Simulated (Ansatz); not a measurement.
```cif
data_structure
_symmetry_space_group_name_H-M 'P 1'
_symmetry_Int_Tables_number 1
_cell_length_a 2.5885
_cell_length_b 2.5885
_cell_length_c 4.0305
_cell_angle_alpha 90.000
_cell_angle_beta 90.000
_cell_angle_gamma 120.000
_cell_volume 23.39
loop_
_atom_site_label
_atom_site_type_symbol
_atom_site_fract_x
_atom_site_fract_y
_atom_site_fract_z
_atom_site_occupancy
B1 B 0.66667 0.33333 0.00682 1
B2 B 0.33333 0.66667 0.50682 1
N1 N 0.66667 0.33333 0.61818 1
N2 N 0.33333 0.66667 0.11818 1
```

Space group P6₃mc; a structure from a database of computed crystals, not necessarily the ambient phase; changed on purpose from its base cell (strained and moved within the space group); not relaxed (largest force 1.2 eV/Å); computed pressure about 9 GPa in this cell.

Theory: DFT PBE, scalar-relativistic, plane waves, PAW (Ansatz 0.2.0).

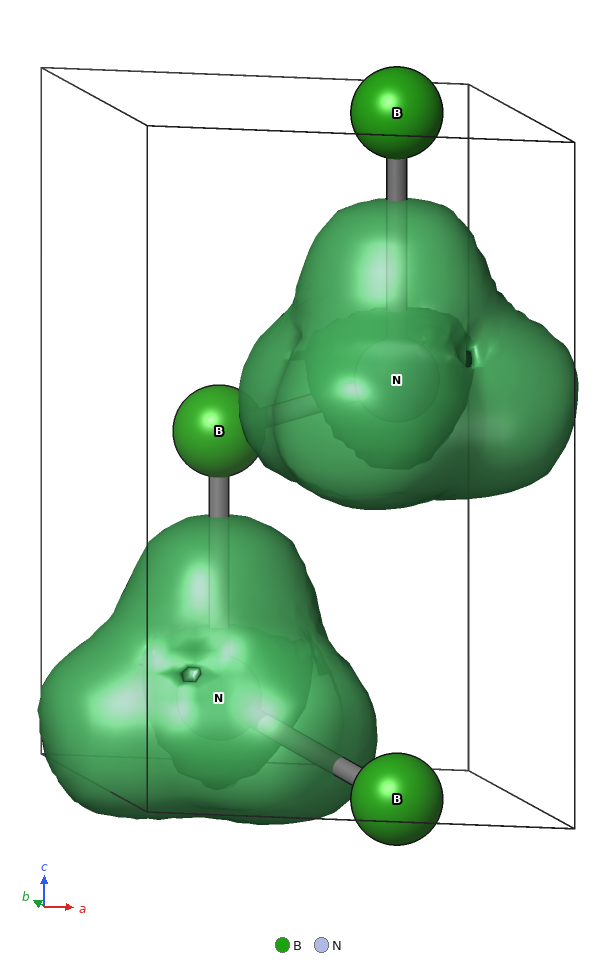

BN. Isosurface of the electron localisation function at 0.7 (green), seen slightly off an axis. Only the valence region is drawn (cores and ρ < 0.01 e/Å³ removed). Sticks mark near contacts.

In a PAW calculation such maps are meaningful between the atoms, not at the nuclei.

**Identify the bonds, lone pairs and shells in this picture.**

The surface consists of two regions on N in which the atom's valence shell and bonds are merged, counted in one cell of 4 atoms. Regions shared between cells count once.

Values along the shortest contacts:
B–N (1.56 Å): the ELF peaks at about 0.95 between the atoms: a polar covalent bond.

**Does the calculation give a band gap?**

It is gapped, with a Kohn–Sham gap of 5.6 eV on the k-point mesh, an upper bound to the gap of this method.
